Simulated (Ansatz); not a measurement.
**Rh: a changed input and its effect**

System: Rh (9 atoms in the cell).
Method of run 1: DFT PBE, scalar-relativistic, plane waves, PAW, no spin polarisation (Ansatz 0.2.0).

The structure was built on a prototype by a generator; it need not be a known phase. Text and figures count atoms from 1; the logs count them from 0 in places.

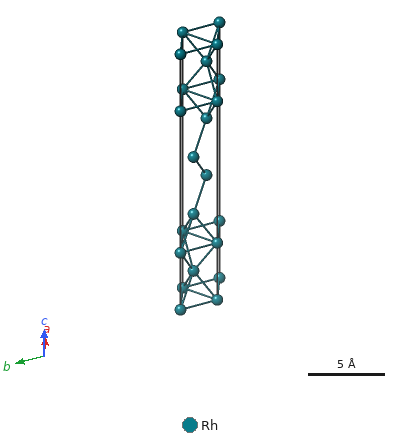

Fig. 1: The structure (ball-and-stick view of the cell of the calculation, seen at an oblique angle).

### The input, run 1
```yaml
crystal:
  lattice:
    - [2.7119865708, 0.0, 0.0]
    - [-1.3559932854, 2.348649265, 0.0]
    - [0.0, 0.0, 19.8962910489]
  atoms:
    - { symbol: Rh, position: [0.0, 0.0, 0.0] }
    - { symbol: Rh, position: [0.3333333333, 0.6666666667, 0.1105476185] }
    - { symbol: Rh, position: [0.0, 0.0, 0.2227857149] }
    - { symbol: Rh, position: [0.3333333333, 0.6666666667, 0.3333333333] }
    - { symbol: Rh, position: [0.6666666667, 0.3333333333, 0.4438809518] }
    - { symbol: Rh, position: [0.3333333333, 0.6666666667, 0.5561190482] }
    - { symbol: Rh, position: [0.6666666667, 0.3333333333, 0.6666666667] }
    - { symbol: Rh, position: [0.0, 0.0, 0.7772142851] }
    - { symbol: Rh, position: [0.6666666667, 0.3333333333, 0.8894523815] }
basis:
  ecutwfc: 420
kpoints:
  mp_grid: { grid: [30, 30, 6] }
hamiltonian:
  xc: pbe
scf:
  occupations: { method: gaussian, width: 0.1 }
output:
  forces: true
  stress: true
  eigenvalues: true
```

Launched with:
```bash
ansatz run input.yaml --threads 1 --pin off --max-ram 2560MiB --backend cpu --events-out ev --progress --plain --runs-dir out
```

Hardware: 1 thread of Arm Neoverse V1, 24 GiB of memory available, shared host.

### Output, shortened to warnings, some set-up lines, iterations and results (run 1)
```
Basis set: ecut = 420 eV, 2509 PW (Γ), exchange–correlation on 40×40×270 points (8 copies of the dense FFT grid, shifted against one another)
Symmetry: 36 space group operations
k-points: 514 of 5400
Initial density: superposition of atomic densities (neutral atoms: chi_scale 0, normalization atom), corrected by the library's trained network
[...]
SCF iter   1: F=—  HF=-57625.790114 eV  |F-HF|=—  |Δ(HF+E_count)|=         —  Δρ=6.82e-3  dr2=7.87e-2  ethr=1.77e-3  ⟨swp⟩=6.3  Hψ=182304  notcnv=0
SCF iter   2: F=—  HF=-57625.795622 eV  |F-HF|=—  |Δ(HF+E_count)|=   5.51e-3  Δρ=6.75e-3  dr2=1.09e-1  ethr=5.14e-5  ⟨swp⟩=2.2  Hψ=88367  notcnv=0
SCF iter   3: F=—  HF=-57625.791683 eV  |F-HF|=—  |Δ(HF+E_count)|=   3.94e-3  Δρ=2.34e-3  dr2=3.52e-3  ethr=2.21e-6  ⟨swp⟩=2.0  Hψ=175658  notcnv=0
SCF iter   4: F=—  HF=-57625.792802 eV  |F-HF|=—  |Δ(HF+E_count)|=   1.12e-3  Δρ=4.13e-4  dr2=3.02e-4  ethr=2.21e-6  ⟨swp⟩=2.0  Hψ=87824  notcnv=0
SCF iter   5: F=—  HF=-57625.792843 eV  |F-HF|=—  |Δ(HF+E_count)|=   4.09e-5  Δρ=7.98e-5  dr2=7.35e-6  ethr=1.97e-7  ⟨swp⟩=2.0  Hψ=87820  notcnv=0
SCF iter   6: F=—  HF=-57625.792722 eV  |F-HF|=—  |Δ(HF+E_count)|=   1.22e-4  Δρ=3.51e-5  dr2=3.77e-6  ethr=4.81e-9  ⟨swp⟩=3.0  Hψ=109668  notcnv=0
SCF iter   7: F=—  HF=-57625.792722 eV  |F-HF|=—  |Δ(HF+E_count)|=   2.11e-7  Δρ=2.23e-5  dr2=1.67e-6  ethr=2.46e-9  ⟨swp⟩=2.0  Hψ=87815  notcnv=0
SCF iter   8: F=-57625.792721 eV  HF=-57625.792721 eV  |F-HF|=5.38e-10  |Δ(HF+E_count)|=   6.48e-8  Δρ=3.44e-6  dr2=5.05e-9  ethr=1.09e-9  ⟨swp⟩=2.0  Hψ=87815  notcnv=0
SCF 1 converged in 8 iterations: F = -57625.792721 eV  dr2 = 5.05e-9
  Residual-converged pass: ⟨swp⟩=3.0  Hψ=117979  notcnv=0  max |occ|·‖R‖ = 6.6e-6 eV (tolerance 6.7e-6 eV)  dr2=4.96e-9  dr2_onsite=1.18e-9  max |Δocc| = 5.2e-9
SCF converged after 8 iterations
Free energy (F): -57625.792721 eV
Harris-Foulkes:  -57625.792721 eV  (|F-HF|=5.38e-10)
Internal energy: -57625.721089 eV  (E = F + TS)
E sigma→0 (E₀):  -57625.756905 eV
Entropy (-TS):   -0.071633 eV (-7.959 meV/atom)
Fermi energy:    21.752418 eV
--- Per-component energies (eV) ---
  E_band       = -855.330028
  E_kinetic    = 5155.253700
  E_local      = -14338.577539  (includes V_loc(G=0)·N_el)
  E_nonlocal   = 3191.372896
  E_hartree    = 5040.535488
  E_xc         = -1995.585029
  E_vxc        = -2505.074361  (∫ρ·V_xc dr)
  E_paw        = -32281.898678  (= ΣΔE_a)
  E_vpaw       = -2439.383557  (= ΣTr[D̂ρ^β])
  E_aug_tail   = 0.007747  (compensation charges beyond the density's cutoff)
  E_ewald      = -22396.829675
  E_smearing   = -0.071633  (= −TS)
  E_closure    = -0.000000  (closes the sum)
  Σ components = -57625.792721   (vs F -57625.792721, Δ=0.00e0)
--- Forces (eV/Å), atoms counted from 1 ---
  atom   1  Rh     0.00000000     0.00000000     0.00000000
  atom   2  Rh    -0.00000000    -0.00000000     0.00830958
  atom   3  Rh     0.00000000     0.00000000    -0.00830958
  atom   4  Rh     0.00000000     0.00000000     0.00000000
  atom   5  Rh     0.00000000    -0.00000000     0.00830958
  atom   6  Rh     0.00000000     0.00000000    -0.00830958
  atom   7  Rh     0.00000000    -0.00000000     0.00000000
  atom   8  Rh     0.00000000    -0.00000000     0.00830958
  atom   9  Rh     0.00000000     0.00000000    -0.00830958
  max |Σ_I F_I| component: 1.85e-17 eV/Å
--- Stress (GPa, compression-positive) ---
        0.001907       0.000000       0.000000
       -0.000000       0.001907       0.000000
        0.000000      -0.000000       0.004662
  P = ⅓ Tr σ = 0.0028 GPa (0.028 kbar)
```

For run 2 the input was changed thus:
```diff
-  mp_grid: { grid: [30, 30, 6] }
+  mp_grid: { grid: [18, 18, 3] }
+  mixing: { preconditioner: none }
```

How does run 2 compare with run 1?

The free energy of run 2 is 0.07 meV per atom higher, which comes mainly from the change of mesh; a solver setting shouldn't move a converged energy. The number of SCF iterations is the same. The irreducible k-points go from 514 to 101. On the same kind of shared host run 2 took about 0.11 times as long.

### Output, shortened to warnings, some set-up lines, iterations and results (run 2)
```
Basis set: ecut = 420 eV, 2509 PW (Γ), exchange–correlation on 40×40×270 points (8 copies of the dense FFT grid, shifted against one another)
Symmetry: 36 space group operations
k-points: 101 of 972
Initial density: superposition of atomic densities (neutral atoms: chi_scale 0, normalization atom), corrected by the library's trained network
[...]
SCF iter   1: F=—  HF=-57625.785046 eV  |F-HF|=—  |Δ(HF+E_count)|=         —  Δρ=6.73e-3  dr2=6.36e-2  ethr=1.77e-3  ⟨swp⟩=5.5  Hψ=29617  notcnv=0  defer=125
SCF iter   2: F=—  HF=-57626.043420 eV  |F-HF|=—  |Δ(HF+E_count)|=   2.58e-1  Δρ=3.82e-2  dr2=5.96e0  ethr=4.16e-5  ⟨swp⟩=2.0  Hψ=15800  notcnv=0  defer=364
SCF iter   3: F=—  HF=-57625.792553 eV  |F-HF|=—  |Δ(HF+E_count)|=   2.51e-1  Δρ=3.70e-3  dr2=3.70e-2  ethr=4.16e-5  ⟨swp⟩=2.0  Hψ=13999  notcnv=0  defer=364
SCF iter   4: F=—  HF=-57625.792136 eV  |F-HF|=—  |Δ(HF+E_count)|=   4.17e-4  Δρ=6.95e-4  dr2=2.26e-4  ethr=2.42e-5  ⟨swp⟩=1.0  Hψ=10030  notcnv=0  defer=212
SCF iter   5: F=—  HF=-57625.792241 eV  |F-HF|=—  |Δ(HF+E_count)|=   1.05e-4  Δρ=1.90e-4  dr2=2.09e-5  ethr=1.47e-7  ⟨swp⟩=2.0  Hψ=12956  notcnv=0  defer=212
SCF iter   6: F=—  HF=-57625.792108 eV  |F-HF|=—  |Δ(HF+E_count)|=   1.34e-4  Δρ=6.37e-5  dr2=1.46e-6  ethr=1.36e-8  ⟨swp⟩=2.0  Hψ=13072  notcnv=0  defer=218
SCF iter   7: F=—  HF=-57625.792108 eV  |F-HF|=—  |Δ(HF+E_count)|=   6.33e-7  Δρ=2.39e-5  dr2=4.16e-7  ethr=9.54e-10  ⟨swp⟩=2.0  Hψ=12966  notcnv=0  defer=218
SCF iter   8: F=-57625.792108 eV  HF=-57625.792108 eV  |F-HF|=9.26e-9  |Δ(HF+E_count)|=   4.09e-9  Δρ=5.33e-6  dr2=1.35e-8  ethr=6.54e-11  ⟨swp⟩=7.6  Hψ=37719  notcnv=0
SCF 1 converged in 8 iterations: F = -57625.792108 eV  dr2 = 1.35e-8
SCF converged after 8 iterations
Free energy (F): -57625.792108 eV
Harris-Foulkes:  -57625.792108 eV  (|F-HF|=9.26e-9)
Internal energy: -57625.720028 eV  (E = F + TS)
E sigma→0 (E₀):  -57625.756068 eV
Entropy (-TS):   -0.072081 eV (-8.009 meV/atom)
Fermi energy:    21.754450 eV
--- Per-component energies (eV) ---
  E_band       = -855.435332
  E_kinetic    = 5155.199836
  E_local      = -14338.385496  (includes V_loc(G=0)·N_el)
  E_nonlocal   = 3191.331581
  E_hartree    = 5040.414447
  E_xc         = -1995.583485
  E_vxc        = -2505.072537  (∫ρ·V_xc dr)
  E_paw        = -32281.874983  (= ΣΔE_a)
  E_vpaw       = -2439.343511  (= ΣTr[D̂ρ^β])
  E_aug_tail   = 0.007747  (compensation charges beyond the density's cutoff)
  E_ewald      = -22396.829675
  E_smearing   = -0.072081  (= −TS)
  E_closure    = -0.000000  (closes the sum)
  Σ components = -57625.792108   (vs F -57625.792108, Δ=0.00e0)
--- Forces (eV/Å), atoms counted from 1 ---
  atom   1  Rh     0.00000000    -0.00000000     0.00000000
  atom   2  Rh     0.00000000    -0.00000000     0.00006515
  atom   3  Rh     0.00000000     0.00000000    -0.00006515
  atom   4  Rh     0.00000000     0.00000000     0.00000000
  atom   5  Rh     0.00000000    -0.00000000     0.00006515
  atom   6  Rh    -0.00000000     0.00000000    -0.00006515
  atom   7  Rh    -0.00000000    -0.00000000    -0.00000000
  atom   8  Rh     0.00000000    -0.00000000     0.00006515
  atom   9  Rh     0.00000000     0.00000000    -0.00006515
  max |Σ_I F_I| component: 2.16e-17 eV/Å
--- Stress (GPa, compression-positive) ---
        0.000656       0.000000       0.000000
        0.000000       0.000656       0.000000
        0.000000       0.000000       0.000265
  P = ⅓ Tr σ = 0.0005 GPa (0.005 kbar)
```

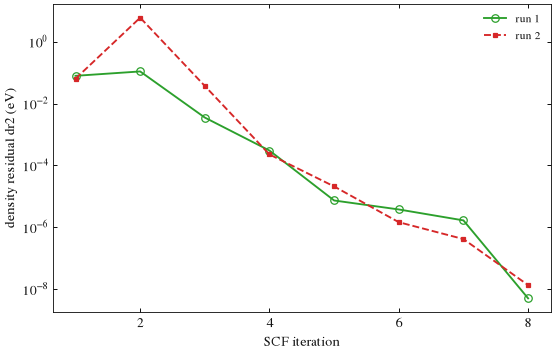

Fig. 2: Convergence of the two runs: density residual dr2 against the SCF iteration. Run 1 takes 8 iterations in all, and run 2 takes 8.

### The two runs side by side

| quantity | run 1 | run 2 |
| --- | --- | --- |
| outcome | converged | converged |
| free energy per atom (eV) | −6402.8659 | −6402.8658 |
| energy per atom, smearing taken to zero (eV) | −6402.8619 | −6402.8618 |
| gap on the mesh (eV) | 0.00 | 0.00 |
| pressure (GPa) | 0.00 | 0.00 |
| largest force (eV/Å) | 0.008 | 0.000 |
| SCF iterations | 8 | 8 |
| irreducible k-points | 514 | 101 |
| plane waves at Γ | 2509 | 2509 |
| wall time (shared host) | 9.3 min | 60 s |
